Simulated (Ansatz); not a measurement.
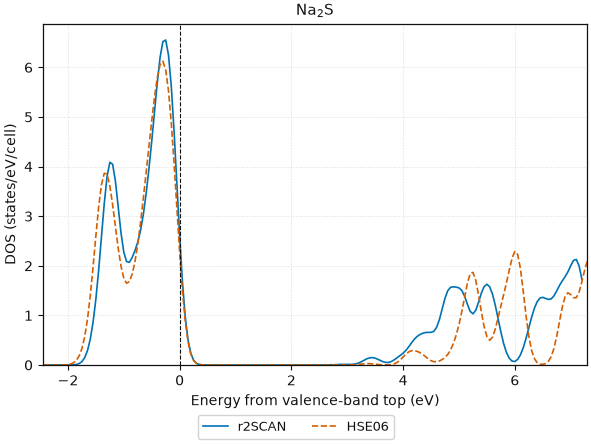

Total densities of states of Na$_{2}$S, space group Fm-3m (No. 225), 3 atoms in the cell, antifluorite type, hydrostatic strain +1.5%, by two methods on the same cell. The curves are built from the levels of the k mesh with Gaussians 0.3 eV wide, which also blur the band edges. Each is counted from its own valence-band top.

Q: How do the methods compare?

A: r2SCAN gives a gap of 2.93 eV and HSE06 gives a gap of 3.36 eV.

Settings. r2SCAN: DFT, r2SCAN, plane waves, PAW, no spin polarisation, 8×8×8 k mesh, 500 eV cutoff (Ansatz 0.2.0). HSE06: DFT, HSE06, plane waves, PAW, no spin polarisation, 6×6×6 k mesh, 420 eV cutoff (Ansatz 0.2.0).
